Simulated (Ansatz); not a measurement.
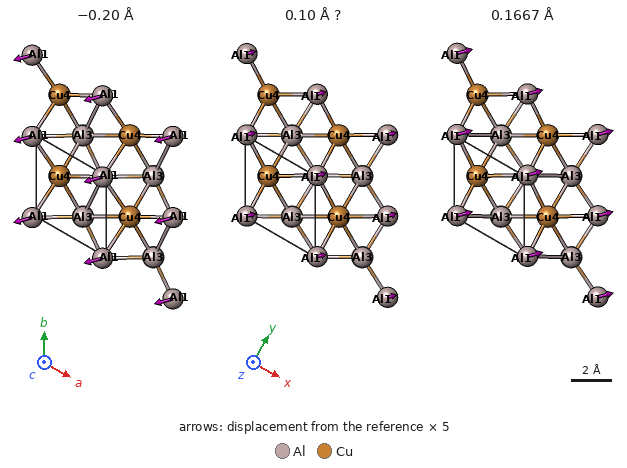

Crystalline Al$_{3}$Cu$_{2}$ (P-3m1): an Al atom (one in each cell of 5 atoms) is moved along Cartesian [1 1 0], all else fixed. Style: ball-and-stick. Shown: the cell of the calculation, repeated 2 × 2 × 1 with one cell outlined, along the c axis. Purple arrows: displacements from the reference.

Computed with DFT PBEsol, scalar-relativistic, plane waves, PAW (Ansatz 0.2.0). Settings: plane-wave cutoff 420 eV; k-point mesh 12 × 12 × 10; occupations gaussian; smearing width 0.15 eV; no spin polarisation. Energies (free energies at the smearing named) are counted from the relaxed crystal.

| displacement (Å) | ΔE (meV/cell) |
| --- | --- |
| −0.2000 | 182.1 |
| −0.0667 | 19.9 |
| 0.0000 | 0.0 |
| 0.0333 | 4.9 |
| 0.1000 | ? |
| 0.1333 | 80.0 |
| 0.1667 | 125.7 |

> One row is withheld. What is its energy?

A straight line between the two neighbours gives 55.0 meV/cell. A cubic through the four nearest rows (0.0000, 0.0333, 0.1333, 0.1667) gives, with Lagrange weights, (−0.2002)(0.0) + (0.5000)(4.9) + (0.9993)(80.0) + (−0.2990)(125.7) = 44.8 meV/cell. The calculation gives 44.8 meV/cell, so the cubic is right to the digits shown and the straight line 10.2 meV/cell too high, as the curve bends upwards here.

The whole profile:

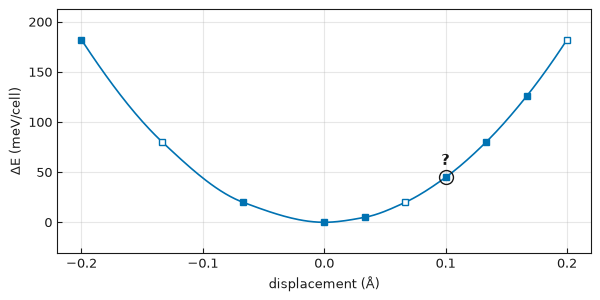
